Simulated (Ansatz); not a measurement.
Geometry relaxation of B$_{19}$N$_{18}$ (charge +1) (part 2 of 3)

The same run, continued: B$_{19}$N$_{18}$ (defect cell, 37 atoms in the cell, total charge +1); DFT PBE, scalar-relativistic, plane waves, PAW, no spin polarisation (Ansatz 0.2.0); cutoff 420 eV, 2×2×2 k-mesh, Gaussian smearing of 0.01 eV. The structure derives from a Materials Project entry. It belongs to a series of runs on one base structure; here: B interstitial, charge +1, atoms relaxed at the host's cell.

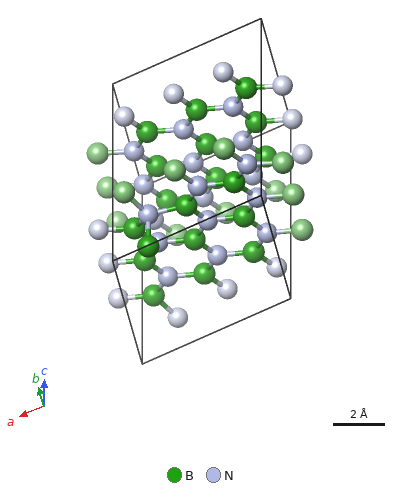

**Figure 1.** The geometry at step 8 of the log (ball-and-stick view of the cell of the calculation, seen at an oblique angle; neighbours outside the cell are drawn fainter).

### Output, continued
```
SCF iter   1: F=—  HF=-9918.818075 eV  |F-HF|=—  |Δ(HF+E_count)|=         —  Δρ=1.32e-2  dr2=5.09e-1  ethr=3.48e-4  ⟨swp⟩=1.0  Hψ=3083  notcnv=0  defer=236
preconditioner: auto → Resta (q_TF=auto, 2.297 Å⁻¹)  ε∞=3.2  [insulator: Δε(μ)=1.316 eV  Ē_g=14.945 eV  σ=0.010 eV  W_gap=1.00  n_scr=84 (ndim 8)  ℏωp=22.1 eV  f_vac=0.174  D(μ)=0.00/eV (n_scr^D=0)  ε∞_Penn≈3.2]
SCF iter   2: F=—  HF=-9918.709247 eV  |F-HF|=—  |Δ(HF+E_count)|=   1.09e-1  Δρ=6.47e-3  dr2=8.66e-2  ethr=3.48e-4  ⟨swp⟩=2.2  Hψ=1080  notcnv=0  defer=236
SCF iter   3: F=—  HF=-9918.695207 eV  |F-HF|=—  |Δ(HF+E_count)|=   1.40e-2  Δρ=1.16e-3  dr2=3.27e-3  ethr=5.93e-5  ⟨swp⟩=3.0  Hψ=1144  notcnv=0  defer=236
SCF iter   4: F=—  HF=-9918.695484 eV  |F-HF|=—  |Δ(HF+E_count)|=   2.77e-4  Δρ=4.10e-4  dr2=6.82e-4  ethr=2.24e-6  ⟨swp⟩=2.0  Hψ=1524  notcnv=0  defer=236
SCF iter   5: F=—  HF=-9918.695367 eV  |F-HF|=—  |Δ(HF+E_count)|=   1.17e-4  Δρ=9.61e-5  dr2=5.19e-5  ethr=4.67e-7  ⟨swp⟩=2.0  Hψ=1228  notcnv=0  defer=236
SCF iter   6: F=-9918.695387 eV  HF=-9918.695387 eV  |F-HF|=4.18e-7  |Δ(HF+E_count)|=   1.99e-5  Δρ=2.77e-5  dr2=4.94e-6  ethr=3.55e-8  ⟨swp⟩=21.2  Hψ=9387  notcnv=0
SCF 6 converged in 6 iterations: F = -9918.695387 eV  dr2 = 4.94e-6
  greatest PAW one-centre occupation: 0.798 electrons in one spin orbital (limit 2), on the N atom at site 26 (counted from 0), in its partial waves of l = 0
relax step   6: F+E_penalty+E_count = -9918.69538655 eV  Δ(F+E_penalty+E_count) = -3.380e-2 eV  max|allowed force component| = 1.166e-1 eV/Å  Δτ_max = 0.0820 Å  (6 SCF iters, dr2 threshold 1.00e-4 eV, accepted)
SCF iter   1: F=—  HF=-9918.703946 eV  |F-HF|=—  |Δ(HF+E_count)|=         —  Δρ=4.33e-3  dr2=3.32e-2  ethr=3.84e-4  ⟨swp⟩=3.0  Hψ=1755  notcnv=0  defer=236
preconditioner: auto → Resta (q_TF=auto, 2.297 Å⁻¹)  ε∞=3.2  [insulator: Δε(μ)=1.328 eV  Ē_g=14.938 eV  σ=0.010 eV  W_gap=1.00  n_scr=84 (ndim 8)  ℏωp=22.1 eV  f_vac=0.172  D(μ)=0.00/eV (n_scr^D=0)  ε∞_Penn≈3.2]
SCF iter   2: F=—  HF=-9918.698463 eV  |F-HF|=—  |Δ(HF+E_count)|=   5.48e-3  Δρ=2.31e-3  dr2=8.89e-3  ethr=2.27e-5  ⟨swp⟩=2.0  Hψ=1049  notcnv=0  defer=236
SCF iter   3: F=—  HF=-9918.697221 eV  |F-HF|=—  |Δ(HF+E_count)|=   1.24e-3  Δρ=3.18e-4  dr2=3.21e-4  ethr=6.09e-6  ⟨swp⟩=2.6  Hψ=1199  notcnv=0  defer=236
SCF iter   4: F=—  HF=-9918.697029 eV  |F-HF|=—  |Δ(HF+E_count)|=   1.92e-4  Δρ=8.89e-5  dr2=2.08e-5  ethr=2.20e-7  ⟨swp⟩=2.0  Hψ=1274  notcnv=0  defer=236
SCF iter   5: F=—  HF=-9918.697033 eV  |F-HF|=—  |Δ(HF+E_count)|=   4.28e-6  Δρ=2.59e-5  dr2=2.46e-6  ethr=1.42e-8  ⟨swp⟩=2.1  Hψ=1155  notcnv=0  defer=236
SCF iter   6: F=-9918.697035 eV  HF=-9918.697035 eV  |F-HF|=8.49e-8  |Δ(HF+E_count)|=   1.81e-6  Δρ=5.96e-6  dr2=2.27e-7  ethr=5.86e-10  ⟨swp⟩=19.9  Hψ=7876  notcnv=0
SCF 7 converged in 6 iterations: F = -9918.697035 eV  dr2 = 2.27e-7
relax step   7: F+E_penalty+E_count = -9918.69703531 eV  Δ(F+E_penalty+E_count) = -1.649e-3 eV  max|allowed force component| = 1.088e-1 eV/Å  Δτ_max = 0.0213 Å  (6 SCF iters, dr2 threshold 8.56e-7 eV, accepted)
SCF iter   1: F=—  HF=-9918.701145 eV  |F-HF|=—  |Δ(HF+E_count)|=         —  Δρ=2.55e-3  dr2=1.26e-2  ethr=7.77e-5  ⟨swp⟩=3.0  Hψ=1779  notcnv=0  defer=236
preconditioner: auto → Resta (q_TF=auto, 2.297 Å⁻¹)  ε∞=3.2  [insulator: Δε(μ)=1.351 eV  Ē_g=14.935 eV  σ=0.010 eV  W_gap=1.00  n_scr=84 (ndim 8)  ℏωp=22.1 eV  f_vac=0.172  D(μ)=0.00/eV (n_scr^D=0)  ε∞_Penn≈3.2]
SCF iter   2: F=—  HF=-9918.699024 eV  |F-HF|=—  |Δ(HF+E_count)|=   2.12e-3  Δρ=1.33e-3  dr2=2.96e-3  ethr=8.63e-6  ⟨swp⟩=2.0  Hψ=1061  notcnv=0  defer=236
SCF iter   3: F=—  HF=-9918.698631 eV  |F-HF|=—  |Δ(HF+E_count)|=   3.93e-4  Δρ=2.12e-4  dr2=1.26e-4  ethr=2.03e-6  ⟨swp⟩=3.0  Hψ=1240  notcnv=0  defer=236
SCF iter   4: F=—  HF=-9918.698486 eV  |F-HF|=—  |Δ(HF+E_count)|=   1.45e-4  Δρ=6.07e-5  dr2=1.12e-5  ethr=8.64e-8  ⟨swp⟩=2.0  Hψ=1260  notcnv=0  defer=236
SCF iter   5: F=—  HF=-9918.698487 eV  |F-HF|=—  |Δ(HF+E_count)|=   2.77e-7  Δρ=1.79e-5  dr2=8.94e-7  ethr=7.68e-9  ⟨swp⟩=2.0  Hψ=1176  notcnv=0  defer=236
SCF iter   6: F=-9918.698487 eV  HF=-9918.698487 eV  |F-HF|=5.02e-8  |Δ(HF+E_count)|=   9.14e-7  Δρ=3.96e-6  dr2=7.50e-8  ethr=5.10e-10  ⟨swp⟩=18.2  Hψ=7180  notcnv=0
SCF 8 converged in 6 iterations: F = -9918.698487 eV  dr2 = 7.50e-8
relax step   8: F+E_penalty+E_count = -9918.69848749 eV  Δ(F+E_penalty+E_count) = -1.452e-3 eV  max|allowed force component| = 5.600e-3 eV/Å  Δτ_max = 0.0204 Å  (6 SCF iters, dr2 threshold 7.45e-7 eV, accepted)
iter 1 solved again at ethr=5.68e-11 eV; its pass at ethr=3.10e-3 eV (dr2=8.29e-8 eV) is discarded
SCF iter   1: F=—  HF=-9918.698456 eV  |F-HF|=—  |Δ(HF+E_count)|=         —  Δρ=4.22e-6  dr2=8.07e-8  ethr=5.68e-11  ⟨swp⟩=2.0  Hψ=2451  notcnv=0  defer=99
preconditioner: auto → Resta (q_TF=auto, 2.297 Å⁻¹)  ε∞=3.2  [insulator: Δε(μ)=1.341 eV  Ē_g=14.934 eV  σ=0.010 eV  W_gap=1.00  n_scr=84 (ndim 8)  ℏωp=22.1 eV  f_vac=0.172  D(μ)=0.00/eV (n_scr^D=0)  ε∞_Penn≈3.2]
SCF iter   2: F=-9918.698488 eV  HF=-9918.698487 eV  |F-HF|=3.43e-8  |Δ(HF+E_count)|=   3.19e-5  Δρ=2.25e-6  dr2=2.77e-8  ethr=5.53e-11  ⟨swp⟩=11.9  Hψ=6253  notcnv=0
SCF 9 converged in 2 iterations: F = -9918.698488 eV  dr2 = 2.77e-8
relax step   9: F+E_penalty+E_count = -9918.69848750 eV  Δ(F+E_penalty+E_count) = -1.494e-8 eV  max|allowed force component| = 5.582e-3 eV/Å  Δτ_max = 0.0000 Å  (2 SCF iters, accepted)
```

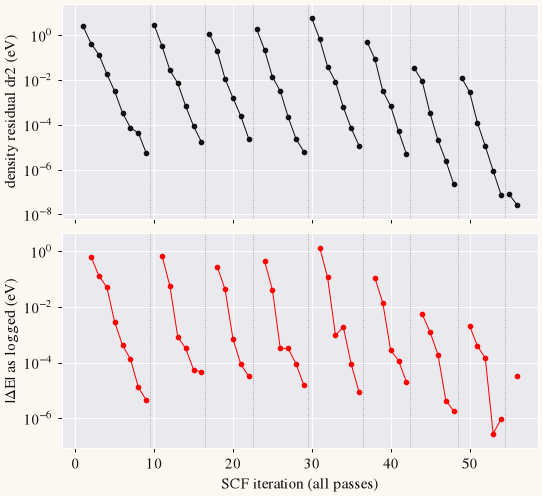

**Figure 2.** Convergence of the self-consistent field: density residual dr2 and size of the energy change against the SCF iteration. The dotted lines part the SCF passes of the relaxation: geometry steps, rejected trials and re-solves on a re-selected basis. The 9 passes take 2 to 9 iterations each, 56 in all.

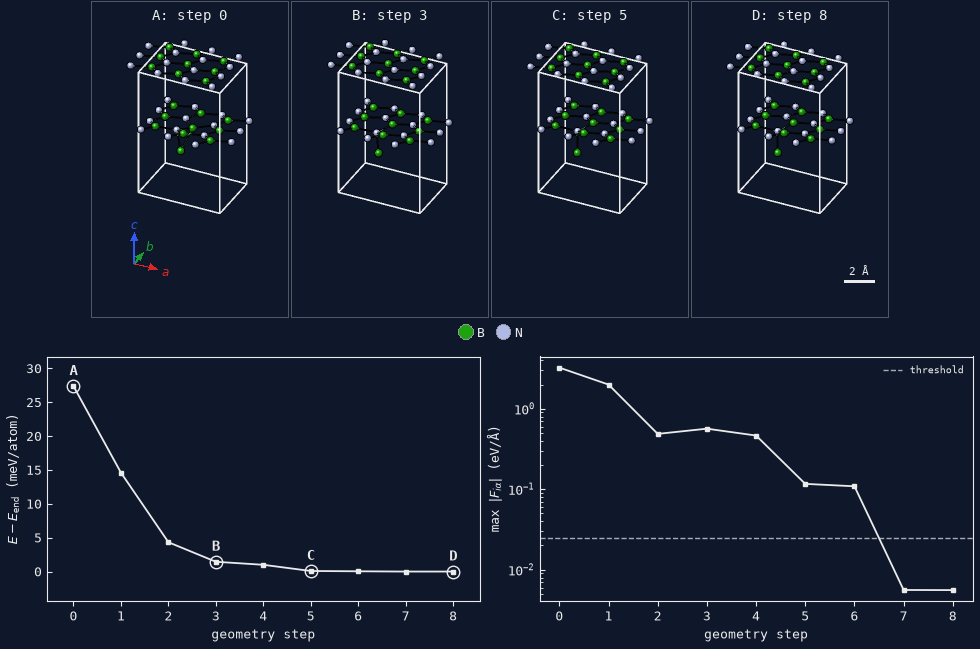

**Figure 3.** Frames of the relaxation (ball-and-stick view of the cell of the calculation (origin shifted), seen slightly off an axis) above the curves, on which the letters mark them (the first geometry is step 0 here and step 1 in the log).

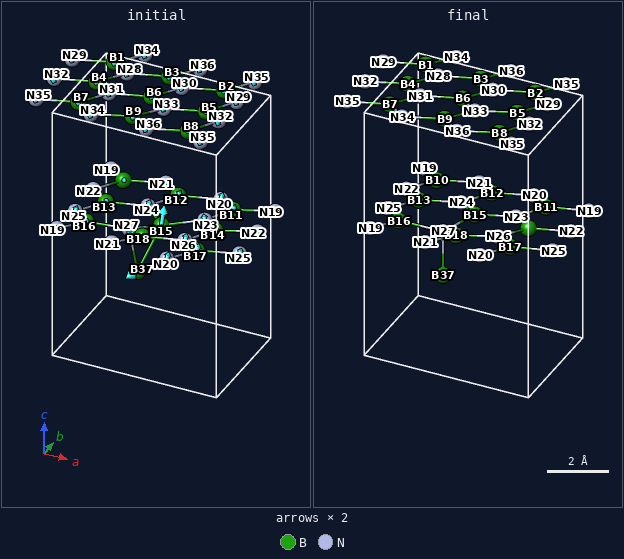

**Figure 4.** Before (left) and after (right) the relaxation, at one scale (ball-and-stick view of the cell of the calculation (origin shifted), seen slightly off an axis). The teal arrows give the displacements, magnified 2 times. The atom that moves furthest is B15 (0.36 Å). Largest moves by element: B 0.36 Å, N 0.16 Å. The cell stays as it was. Among the contacts that change: B15–B37 1.762 → 2.339 Å, N27–B37 1.604 → 1.506 Å, B15–N23 1.514 → 1.419 Å, B18–N27 1.456 → 1.545 Å. Bonds break: B15–B37 (1.76 → 2.34 Å). Among the angles that change: B15–N27–B37 67.8° → 100.1°, N23–B15–N24 118.7° → 124.7°, B16–N27–B18 121.7° → 116.9°. Over 8 geometry steps the energy falls by 27.4 meV per atom. Largest force component: 3.2 eV/Å at the start, 0.0056 eV/Å at the end. (Atoms are counted from 1 in the order of the input.)

```
SCF converged after 2 iterations
Free energy (F): -9918.698488 eV
Harris-Foulkes:  -9918.698487 eV  (|F-HF|=3.43e-8)
Internal energy: -9918.698488 eV  (E = F + TS)
E sigma→0 (E₀):  -9918.698488 eV
Fermi energy:    4.239953 eV
--- Per-component energies (eV) ---
  E_band       = -643.219764
  E_kinetic    = 3313.377635
  E_local      = -9156.742137  (includes V_loc(G=0)·N_el)
  E_nonlocal   = 1054.087285
  E_hartree    = 3316.941417
  E_xc         = -1675.779111
  E_vxc        = -2075.965508  (∫ρ·V_xc dr)
  E_paw        = -3799.398136  (= ΣΔE_a)
  E_vpaw       = -411.860493  (= ΣTr[D̂ρ^β])
  E_aug_tail   = 0.001794  (compensation charges beyond the density's cutoff)
  E_ewald      = -2971.187233
  E_smearing   = -0.000000  (= −TS)
  E_closure    = 0.000000  (closes the sum)
  E_deformation_potential = 11.096215  (in the stress; not in F)
  Σ components = -9918.698488   (vs F -9918.698488, Δ=0.00e0)
--- Forces (eV/Å), atoms counted from 1 ---
  atom   1  B     -0.00037892     0.00180682    -0.00002781
  atom   2  B     -0.00141728    -0.00037924    -0.00226557
  atom   3  B      0.00115335    -0.00203224    -0.00005515
  atom   4  B      0.00225782     0.00127441     0.00037125
  atom   5  B      0.00048177    -0.00012318    -0.00105136
  atom   6  B      0.00001018    -0.00026255    -0.00094300
  atom   7  B     -0.00034747     0.00295681    -0.00207770
  atom   8  B      0.00228902    -0.00155126    -0.00224629
  atom   9  B      0.00360694     0.00072814     0.00270990
  atom  10  B     -0.00327836    -0.00186005     0.00117735
  atom  11  B     -0.00270911     0.00042352    -0.00237172
  atom  12  B     -0.00003354    -0.00285009    -0.00219828
  atom  13  B     -0.00165842     0.00122823     0.00167003
  atom  14  B      0.00033513    -0.00180641     0.00213869
  atom  15  B     -0.00056865    -0.00203545    -0.00209510
  atom  16  B     -0.00045518     0.00371856    -0.00047135
  atom  17  B     -0.00071660    -0.00130391    -0.00299729
  atom  18  B      0.00299596    -0.00421063    -0.00053413
  atom  19  N     -0.00237807    -0.00065866     0.00102386
  atom  20  N     -0.00093448    -0.00049991     0.00147054
  atom  21  N     -0.00280404    -0.00035151     0.00100825
  atom  22  N     -0.00099250     0.00053502    -0.00271371
  atom  23  N      0.00105512     0.00043138     0.00028771
  atom  24  N      0.00110392     0.00146462     0.00063716
  atom  25  N     -0.00035404     0.00061808     0.00105340
  atom  26  N     -0.00074675    -0.00023937     0.00055414
  atom  27  N     -0.00173055     0.00088930     0.00558041
  atom  28  N      0.00032783     0.00020213     0.00121674
  atom  29  N      0.00147117    -0.00035902     0.00309502
  atom  30  N      0.00080539     0.00145055     0.00289952
  atom  31  N      0.00026720     0.00059948     0.00118227
  atom  32  N      0.00070772     0.00001432     0.00046643
  atom  33  N     -0.00017432     0.00027852     0.00105245
  atom  34  N      0.00254158     0.00046905    -0.00210852
  atom  35  N      0.00076633     0.00018519     0.00197480
  atom  36  N      0.00112574     0.00271417    -0.00253430
  atom  37  B     -0.00159383    -0.00144710    -0.00492622
  max |Σ_I F_I| component: 4.76e-5 eV/Å
--- Charged-cell corrections in eV (Makov–Payne, q = +1.000 e, ε = [5.468, 5.468, 2.141]) ---
  F (periodic)     = -9918.698488  (uncorrected; the corrections below are reported, never added to it)
  E_corr1          = +0.579138  (monopole, q²α_M/2ε̄L, of the cell on which ε is isotropic)
  F Makov-Payne    = -9918.119350  (F + E_corr1; no measured alignment; for a localised charge, not one spread in a band: unchecked)
  no potential alignment in this run, which stands beside a crystal: run the host's input off ansatz write-host-input, and read the two finished runs by ansatz place-levels (neither reads a slab, a wire or a sheet, whose cell leaves a vacuum)
--- Band table (eV; the first three rows and the last of 8) ---
  k-point 0: bands = ["-16.3049", "-14.9228", "-13.9764", "-13.9462", "-13.9454", "-13.8761", "-13.8753", "-13.6693", "-12.3215", "-12.2541", "-12.0530", "-12.0529", "-12.0524", "-12.0498", "-12.0496", "-12.0469", "-10.3512", "-10.3512", "-6.2170", "-6.2167", "-5.7339", "-5.6916", "-5.6909", "-5.1393", "-5.1387", "-5.1316", "-4.9912", "-4.9910", "-4.5717", "-4.2119", "-4.2119", "-3.5185", "-3.5166", "-3.2218", "-3.2186", "-3.2183", "-3.2180", "-3.2166", "-3.2166", "-2.7365", "-2.0732", "-2.0729", "-2.0610", "-1.7648", "-1.7643", "-1.6740", "-1.5180", "-0.8114", "-0.8103", "-0.6119", "-0.6117", "-0.4850", "0.0630", "0.0645", "0.0647", "0.0662", "0.0693", "0.0703", "0.3381", "0.3385", "0.7750", "1.0751", "1.0756", "1.0861", "1.0869", "1.0976", "1.3644", "1.8955", "2.2888", "2.2896", "2.3813", "3.5536", "3.5557", "5.1112", "5.1179", "6.9504", "6.9540", "7.3614", "7.9407", "8.2598", "8.2817", "9.1686", "9.1774", "9.2493", "9.4802", "9.4824", "10.0966", "10.2961", "10.2966", "10.5636", "10.6352", "10.6393", "10.6527", "10.6762", "10.6922", "10.7587", "11.3071", "11.3086", "11.4197", "12.0837", "12.1084", "12.1089", "12.4943", "12.6258", "12.6280", "13.0411", "13.1871", "13.1887", "13.8015", "13.9469"]
  k-point 1: bands = ["-16.3048", "-14.9229", "-13.9768", "-13.9462", "-13.9453", "-13.8761", "-13.8752", "-13.6692", "-12.3216", "-12.2542", "-12.0532", "-12.0531", "-12.0526", "-12.0500", "-12.0498", "-12.0471", "-10.3512", "-10.3512", "-6.2169", "-6.2166", "-5.7285", "-5.6918", "-5.6911", "-5.1394", "-5.1389", "-5.1317", "-4.9913", "-4.9911", "-4.5649", "-4.2120", "-4.2120", "-3.5187", "-3.5166", "-3.2221", "-3.2188", "-3.2186", "-3.2185", "-3.2171", "-3.2170", "-2.7135", "-2.0710", "-2.0708", "-2.0609", "-1.7646", "-1.7641", "-1.6739", "-1.5911", "-0.7875", "-0.7863", "-0.5880", "-0.5877", "-0.4599", "0.0631", "0.0646", "0.0648", "0.0663", "0.0693", "0.0702", "0.3368", "0.3372", "0.7108", "1.0201", "1.0206", "1.0473", "1.0477", "1.0564", "1.3514", "1.8975", "2.2883", "2.2891", "2.5603", "3.5682", "3.5695", "5.1128", "5.1151", "6.9588", "6.9600", "7.3362", "8.2009", "8.2433", "8.7618", "9.0603", "9.1053", "9.1066", "9.1836", "9.5911", "9.6114", "10.2586", "10.2681", "10.3481", "10.6183", "10.6345", "10.6512", "10.8906", "11.2576", "11.2671", "11.6274", "11.6401", "11.6407", "12.2585", "12.2587", "12.3017", "12.3917", "12.3996", "12.5236", "12.9149", "12.9171", "13.2586", "13.3631", "13.3661"]
```
